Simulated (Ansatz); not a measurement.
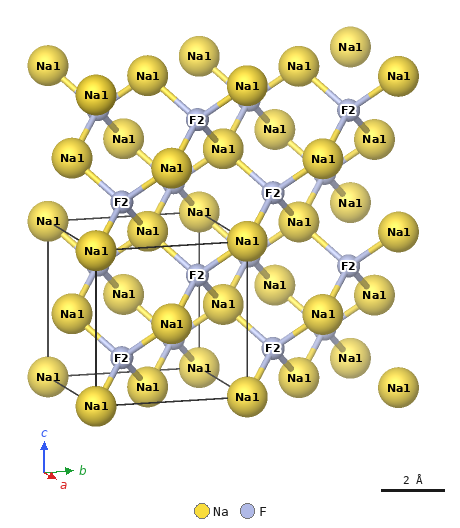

This is crystalline NaF (built on the zincblende type) at its r2SCAN-relaxed geometry. The picture is a ball-and-stick view of the conventional cell (4 times the calculation's cell), repeated 1 × 2 × 2 with one cell outlined, seen slightly off an axis. Lengths and directions refer to the drawn axes.

All numbers below come from Ansatz, DFT, r2SCAN, plane waves, PAW. Set-up: plane-wave cutoff 500 eV; k-point mesh 8 × 8 × 8; occupations fixed; no spin polarisation.

Now this is done to it. The cell is strained by +4.9 % along b and −3.0 % across it (volume −1.3 %). The atoms and the free axis were relaxed with r2SCAN under that strain, and this is a single point on that geometry.

Input
```yaml
crystal:
  lattice:
    - [0.0, 2.455323511, 2.6561067367]
    - [2.455323511, 0.0, 2.6561067367]
    - [2.455323511, 2.455323511, 0.0]
  atoms:
    - { symbol: Na, position: [0.0, 0.0, 0.0] }
    - { symbol: F, position: [0.25, 0.25, 0.25] }
kpoints:
  mp_grid: { grid: [8, 8, 8] }
  band_path:
    path:
      - [0.0, 0.0, 0.0]
      - [-0.5, -0.5, 0.0]
      - [-0.375, -0.375, 0.25]
      - [-0.375, 0.0, 0.375]
      - [0.0, 0.0, 0.5]
      - [-0.5, -0.25, 0.25]
      - [0.15625, 0.15625, 0.333333]
    npoints: 1
hamiltonian:
  xc: r2scan
scf:
  occupations: { method: fixed }
  n_extra_bands: 4
output:
  forces: true
  stress: true
  eigenvalues: true
  write_density: true
  write_potential: true
  elf: true
  volumetric_format: npy
```

Launched with:
```bash
ansatz run input.yaml --threads 2 --pin off --max-ram 2211MiB --backend cpu --events-out ev --progress --plain --runs-dir out
```

Q: What is the effect?

A: Near-neighbour distances before and after: F–Na 2.192 → 2.186 Å. The space group (tolerance 0.01 Å) goes from F-43m (No. 216) to I-4m2 (No. 119). It costs 1.4 meV per atom. Pressure: 0.0 GPa before, 0.4 GPa after. The principal stresses (compression positive) are 0.0 GPa along b and 0.5 GPa across it. All forces vanish by symmetry.

Drawn alike, the variant:

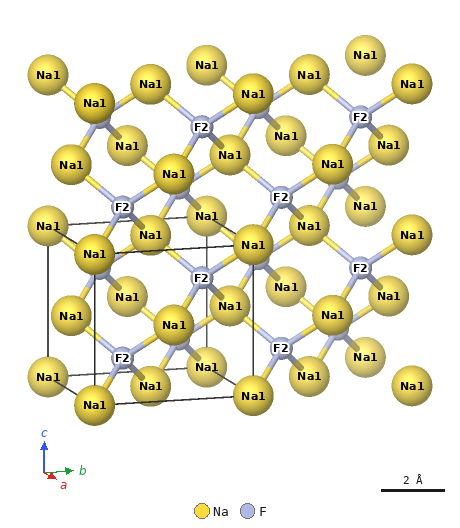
